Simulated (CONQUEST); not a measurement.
**Geometry relaxation, with input and output: PbTe (part 1 of 2)**

System: PbTe (Fm-3m, 4 atoms in the cell).
Method: Kohn-Sham DFT of a periodic cell, LDA, PseudoDojo NC LDA, no spin polarisation (CONQUEST 1.3).

The structure derives from an entry of the Crystallography Open Database. The geometry was changed: volume scaled by 0.92.

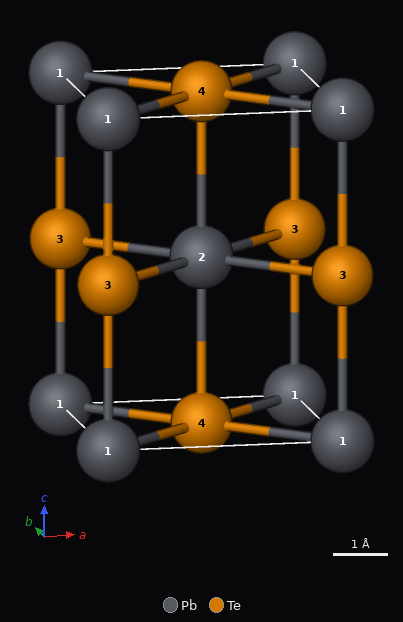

Fig. 1: The input geometry (ball-and-stick view of the cell of the calculation, seen slightly off an axis; atoms are numbered from 1 in the order of the input). Near neighbours in the crystal (not all of them lie inside the picture): Pb has 6 Te at 3.14 Å; Te has 6 Pb at 3.14 Å.

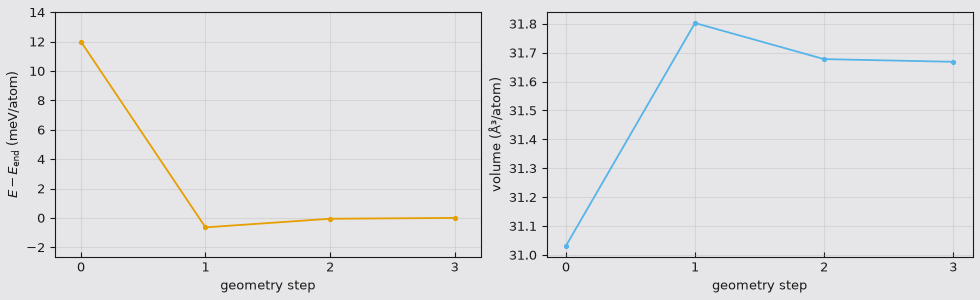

Fig. 2: Progress of the relaxation, step by step (steps are counted from 0).

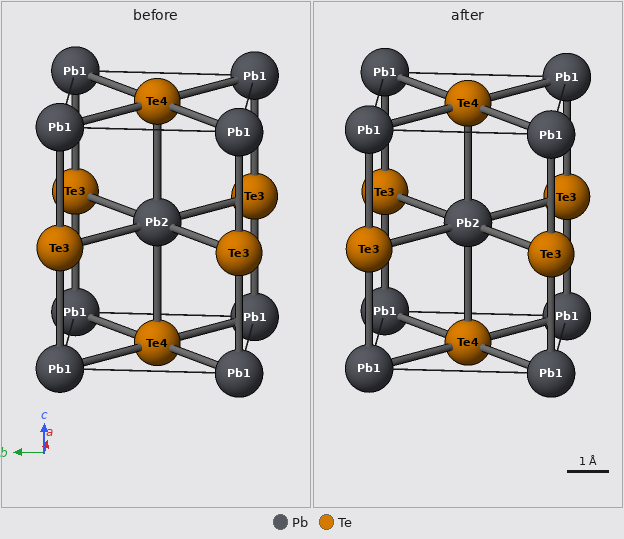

Fig. 3: Before (left) and after (right) the relaxation, at one scale (ball-and-stick view of the cell of the calculation, seen at an oblique angle). The atoms keep their places relative to the cell (all moves are under 0.005 Å). The drawn cell changes as follows: a = b 4.444 → 4.512 Å (+1.5 %), c 6.285 → 6.222 Å (−1.0 %); the volume changes by +2.1 %. Among the contacts that change: Pb1–Te4 3.142 → 3.190 Å, Pb1–Te3 3.142 → 3.111 Å. The space group (tolerance 0.01 Å) goes from Fm-3m (No. 225) to I4/mmm (No. 139). The energy falls by 12.0 meV per atom in 3 geometry steps. (Atoms are counted from 1 in the order of the input.)

The input and output of the run follow.

### The input
```
IO.Title TePb
IO.Coordinates coords.dat
IO.FractionalAtomicCoords T
IO.Iprint 2
IO.Iprint_init 1
General.NumberOfSpecies 2
General.PseudopotentialType hamann
AtomMove.TypeOfRun cg
Grid.GridCutoff 120
DM.SolutionMethod diagon
Diag.MPMesh T
Diag.GammaCentred F
Diag.MPMeshX 3
Diag.MPMeshY 3
Diag.MPMeshZ 2
Diag.kT 0.00011025
minE.SCTolerance 1e-6
SC.MaxIters 100
IO.AtomChargeOutput T
SC.AbsResidual T
AtomMove.NumSteps 25
AtomMove.WriteExtXYZ T
AtomMove.OutputFreq 1
AtomMove.WriteXSF F
AtomMove.MaxForceTol 5e-4
AtomMove.OptCell T
AtomMove.OptCellMethod 3
AtomMove.StressTolerance 0.2
AtomMove.CGLineMin safe
AtomMove.TargetPressure 1
%block ChemicalSpeciesLabel
1 207.200 Pb
2 127.600 Te
%endblock
```

Launched with:
```bash
Conquest
```

### Output
```
Simulation cell dimensions:     8.3981 a0 x     8.3981 a0 x    11.8767 a0

      Atomic coordinates (a0)
         Atom         X         Y         Z  Species
            1    0.0000    0.0000    0.0000        1
            2    4.1990    4.1990    5.9383        1
            3    0.0000    0.0000    5.9383        2
            4    4.1990    4.1990    0.0000        2

         Monkhorst-Pack mesh:   3 x   3 x   2
         Monkhorst-Pack mesh shift:     0.000000   0.000000   0.000000
        This calculation includes non-local pseudopotentials,
         with a maximum core radius of      7.45175116

    Job title: TePb
    Job to be run: Combined CG atomic and cell relaxation

    Ground state search:
      Support functions represented with PAO basis
      1:1 PAO to SF mapping
      Non-spin-polarised electrons
      Solving for the K matrix using diagonalisation
      Using Fermi-Dirac smearing

    Integration grid size:     48 x   48 x   60

    Integration grid spacing:  0.175 a0 x 0.175 a0 x 0.198 a0

    Number of species:  2
    --------------------------------------------------------
    |   #  mass (au)  Charge (e)  SF Rad (a0)  NSF  Label  |
    --------------------------------------------------------
    |   1    207.200      14.000        7.720   18  Pb     |
    |   2    127.600      16.000        7.126   18  Te     |
    --------------------------------------------------------
          SCF tolerance:                 0.00000100
          SCF iterations:               100

    LibXC version:  6. 2. 2
    Using the LDA functional Slater exchange
    Using the LDA functional Perdew & Wang

           radial cut-off to be used is taken to be max PAO cut-off radius for this species:    7.451751

           greatest ang. mom. for making density from PAOs:  2

           radial cut-off to be used is taken to be max PAO cut-off radius for this species:    6.869827

           greatest ang. mom. for making density from PAOs:  2
    Minimum blocs/proc is     2160. Maximum blocs/proc is     2160
    set_atom_dens: In set_atomic_density, electrons :      60.000000000000
 matrix_size & matrix_size_padH =           72          72

    Screened ion int: energy:    -262.546948011756 Ha

    full_cg_run: starting relaxation with safemin line minimisation
    full_cg_run: tolerance:   0.0005Ha/a0 maximum steps:   25
      PulayMixSC: Starting Pulay mixing, A_up =  0.500 A_dn =  0.500
      PulayMixSC: Spin non-polarised calculation.
          Harris-Foulkes Energy            :      -349.822116721421310 Ha
      PulayMixSC: Pulay iteration     1 residual:              0.14514E+01
          Harris-Foulkes Energy            :      -349.810995757141768 Ha
      PulayMixSC: Pulay iteration     2 residual:              0.59691E-02
          Harris-Foulkes Energy            :      -349.810443669781080 Ha
      PulayMixSC: Pulay iteration     3 residual:              0.28268E-02
          Harris-Foulkes Energy            :      -349.810399838522812 Ha
      PulayMixSC: Pulay iteration     4 residual:              0.73059E-03
          Harris-Foulkes Energy            :      -349.810399221085049 Ha
      PulayMixSC: Pulay iteration     5 residual:              0.89837E-04
          Harris-Foulkes Energy            :      -349.810399208307217 Ha
      PulayMixSC: Pulay iteration     6 residual:              0.12606E-04
          Harris-Foulkes Energy            :      -349.810399206448096 Ha
      PulayMixSC: Pulay iteration     7 residual:              0.93838E-06
      PulayMixSC: Reached SCF tolerance of  0.93838E-06 after      7 iterations
      | Number of electrons      =        60.000078
      |* Harris-Foulkes energy   =      -349.810399206448096 Ha
      |* DFT total energy        =      -349.810399206447300 Ha

      force: Forces on atoms (Ha/a0)
      force:  Atom   X              Y              Z
      force:     1  -0.0000000000  -0.0000000000  -0.0000000000
      force:     2  -0.0000000000  -0.0000000000  -0.0000000000
      force:     3   0.0000000000  -0.0000000000  -0.0000000000
      force:     4  -0.0000000000  -0.0000000000   0.0000000000

      force: Maximum force :        0.00000000(Ha/a0) on atom         1 in z direction
      force: Force Residual:        0.00000000 Ha/a0
      force: Total stress:         -3.55844159    -3.55844159     0.09774522 GPa
      force: Average pressure:      2.33971266 GPa

      get_E_and_F: Change in energy during last step of electronic optimisation:  0.18591E-08

    GeomOpt - Iter:    0 MaxF:   0.00000000 Ha/a0 H:    -349.78192854 Ha MaxS:   2.55844159 GPa

WARNING:  Maximum force below threshold; consider only optimising cell

      safemin_full: seeking bracketing triplet of points

      PulayMixSC: Starting Pulay mixing, A_up =  0.500 A_dn =  0.500
      PulayMixSC: Spin non-polarised calculation.
          Harris-Foulkes Energy            :      -349.812210534732685 Ha
      PulayMixSC: Pulay iteration     1 residual:              0.60587E-01
          Harris-Foulkes Energy            :      -349.812198631548767 Ha
      PulayMixSC: Pulay iteration     2 residual:              0.40824E-03
          Harris-Foulkes Energy            :      -349.812197097572380 Ha
      PulayMixSC: Pulay iteration     3 residual:              0.79201E-04
          Harris-Foulkes Energy            :      -349.812197058593711 Ha
      PulayMixSC: Pulay iteration     4 residual:              0.16849E-04
          Harris-Foulkes Energy            :      -349.812197056112041 Ha
      PulayMixSC: Pulay iteration     5 residual:              0.35776E-05
          Harris-Foulkes Energy            :      -349.812197056089531 Ha
      PulayMixSC: Pulay iteration     6 residual:              0.24084E-06
      PulayMixSC: Reached SCF tolerance of  0.24084E-06 after      6 iterations
      | Number of electrons      =        60.000075
      |* Harris-Foulkes energy   =      -349.812197056089531 Ha
      |* DFT total energy        =      -349.812197056088849 Ha
      get_E_and_F: Change in energy during last step of electronic optimisation:  0.22510E-10
      PulayMixSC: Starting Pulay mixing, A_up =  0.500 A_dn =  0.500
      PulayMixSC: Spin non-polarised calculation.
          Harris-Foulkes Energy            :      -349.812057593853012 Ha
      PulayMixSC: Pulay iteration     1 residual:              0.66013E-01
          Harris-Foulkes Energy            :      -349.812039908264467 Ha
      PulayMixSC: Pulay iteration     2 residual:              0.41935E-03
          Harris-Foulkes Energy            :      -349.812037974756606 Ha
      PulayMixSC: Pulay iteration     3 residual:              0.94814E-04
          Harris-Foulkes Energy            :      -349.812037920727221 Ha
      PulayMixSC: Pulay iteration     4 residual:              0.24628E-04
          Harris-Foulkes Energy            :      -349.812037915961923 Ha
      PulayMixSC: Pulay iteration     5 residual:              0.41682E-05
          Harris-Foulkes Energy            :      -349.812037915933843 Ha
      PulayMixSC: Pulay iteration     6 residual:              0.28682E-06
      PulayMixSC: Reached SCF tolerance of  0.28682E-06 after      6 iterations
      | Number of electrons      =        60.000098
      |* Harris-Foulkes energy   =      -349.812037915933843 Ha
      |* DFT total energy        =      -349.812037915932592 Ha
      get_E_and_F: Change in energy during last step of electronic optimisation:  0.28081E-10

      safemin_full: Interpolating minimum

      PulayMixSC: Starting Pulay mixing, A_up =  0.500 A_dn =  0.500
      PulayMixSC: Spin non-polarised calculation.
          Harris-Foulkes Energy            :      -349.812277203049348 Ha
      PulayMixSC: Pulay iteration     1 residual:              0.62862E-01
          Harris-Foulkes Energy            :      -349.812259960434460 Ha
      PulayMixSC: Pulay iteration     2 residual:              0.39094E-03
          Harris-Foulkes Energy            :      -349.812258144044563 Ha
      PulayMixSC: Pulay iteration     3 residual:              0.87767E-04
          Harris-Foulkes Energy            :      -349.812258098039820 Ha
      PulayMixSC: Pulay iteration     4 residual:              0.19240E-04
          Harris-Foulkes Energy            :      -349.812258094990057 Ha
      PulayMixSC: Pulay iteration     5 residual:              0.39137E-05
          Harris-Foulkes Energy            :      -349.812258094964193 Ha
      PulayMixSC: Pulay iteration     6 residual:              0.27137E-06
      PulayMixSC: Reached SCF tolerance of  0.27137E-06 after      6 iterations
      | Number of electrons      =        60.000078
      |* Harris-Foulkes energy   =      -349.812258094964193 Ha
      |* DFT total energy        =      -349.812258094963454 Ha

      force: Forces on atoms (Ha/a0)
      force:  Atom   X              Y              Z
      force:     1   0.0000000000   0.0000000000   0.0000000000
      force:     2   0.0000000000   0.0000000000   0.0000000000
      force:     3  -0.0000000000   0.0000000000   0.0000000000
      force:     4   0.0000000000   0.0000000000  -0.0000000000

      force: Maximum force :        0.00000000(Ha/a0) on atom         1 in z direction
      force: Force Residual:        0.00000000 Ha/a0
      force: Total stress:         -0.86610379    -0.86610379    -0.49945260 GPa
      force: Average pressure:      0.74388672 GPa

      get_E_and_F: Change in energy during last step of electronic optimisation:  0.25864E-10

      safemin_full: exit after    3 iterations with enthalpy     -349.7830796005 Ha

      Simulation cell dimensions:     8.5308 a0 x     8.5308 a0 x    11.7961 a0

      Atomic coordinates (a0)
         Atom         X         Y         Z  Species
            1   -0.0000   -0.0000   -0.0000        1
            2    4.2654    4.2654    5.8981        1
            3    0.0000   -0.0000    5.8981        2
            4    4.2654    4.2654    0.0000        2

    GeomOpt - Iter:    1 MaxF:   0.00000000 Ha/a0 H:    -349.78307960 Ha MaxS:   0.50054740 GPa/
    Force Residual:              0.00000000 Ha/a0
    Maximum force:               0.00000000 Ha/a0
    Force tolerance:             0.00050000 Ha/a0
    Maximum stress:              0.50054740 GPa
    Stress tolerance:            0.20000000 GPa
    Change in stress:            2.07180549 GPa
    Enthalpy change:            -0.00115106 Ha
    Enthalpy tolerance:          0.00001000 Ha

      safemin_full: seeking bracketing triplet of points
```
